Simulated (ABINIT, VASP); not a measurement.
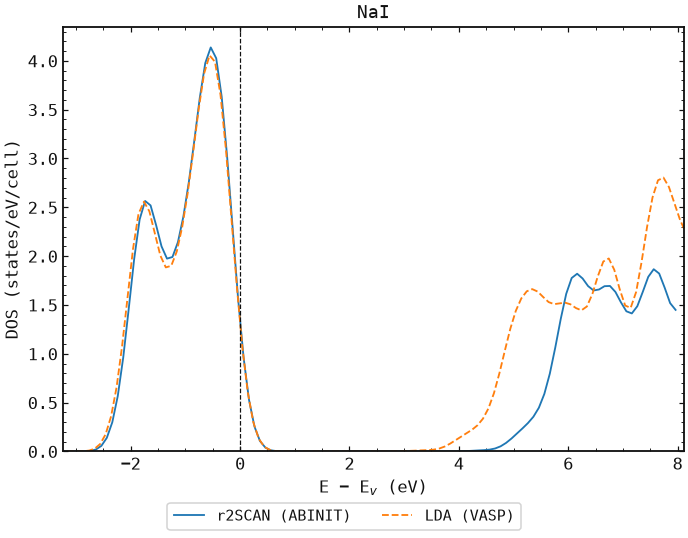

Total densities of states of rocksalt NaI, space group Fm-3m, 2 atoms in the primitive cell (cubic a = 6.473 Å), by two methods on the same cell. The DOS curves are built from the levels of the k mesh with Gaussians 0.55 eV wide, which also blur the band edges; ripples of that width can come from the mesh. Each is counted from its own valence-band top.

### What changes from one method to the other?

r2SCAN (ABINIT) gives a gap of 4.42 eV and LDA (VASP) gives a gap of 3.34 eV.

Settings. r2SCAN (ABINIT): JTH PAW PBE v2.0, no spin polarisation, no spin-orbit coupling, 7×7×7 k mesh, 1306 eV cutoff, Fermi-Dirac smearing of 0.05 eV (ABINIT 10.8.3 (patched build)). LDA (VASP): VASP PAW LDA potentials, release 64 (I, Na_pv), no spin polarisation, no spin-orbit coupling, 7×7×7 k mesh, 520 eV cutoff, Fermi-Dirac smearing of 0.05 eV (VASP 6.6.1).

Gaps are the smallest over all k points computed. The two runs differ in program as well. Spin-orbit coupling is left out, which matters for I. LDA, GGA and most meta-GGA functionals understate gaps. r2SCAN (ABINIT): the PAW data sets were made with another functional.
